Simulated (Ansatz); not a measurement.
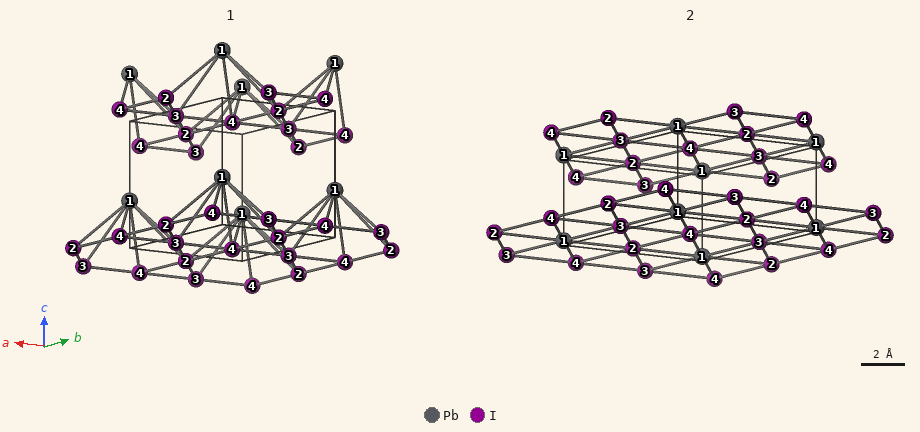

Two geometries of a crystal of PbI₃ (built on the random type) (coarse preliminary run), drawn at one scale. One is the start of a relaxation, the other its converged end. Style: ball-and-stick. Shown: the cell of the calculation, from a free direction.

Method: Ansatz 0.2.0, DFT PBE, scalar-relativistic, plane waves, PAW. Settings: plane-wave cutoff 420 eV; k-point mesh 6 × 6 × 4; occupations gaussian; smearing width 0.1 eV; no spin polarisation; cell and atoms relaxed; force threshold 0.04 eV/Å; at most 70 steps.

Which geometry has the lower energy?

Structure 2 is the relaxed one. Case: random cell with space group P6mm (No. 183). The largest move relative to the cell is that of Pb1, 1.34 Å along −c. By element the largest moves are Pb 1.34 Å, I 0.45 Å. The drawn cell changes as follows: a = b 5.622 → 6.916 Å (+23.0 %), c 6.235 → 4.202 Å (−32.6 %); the volume changes by +2.0 %. Some distances before and after: I2–I3 2.811 → 3.458 Å, Pb1–I2 3.856 → 3.458 Å. The space group stays P6mm (No. 183). After 18 accepted moves (21 points after the start) the energy has fallen by 4.723 eV per cell of the calculation. Largest force component: 0.18 eV/Å at the start, 0.0017 eV/Å at the end. Pressure: 11.47 GPa at the start and −0.01 GPa at the end. At 3 points the geometry stayed and the basis and grid were re-selected for the new cell (energy shift of 0.120 eV per cell of the calculation at most each time). The run took 5.4 min on 1 thread of Arm Neoverse V1 (shared host), peak memory 0.44 GiB.

Limits of the set-up: an odd number of electrons was run without spin polarisation, which fails if the electron would localise.
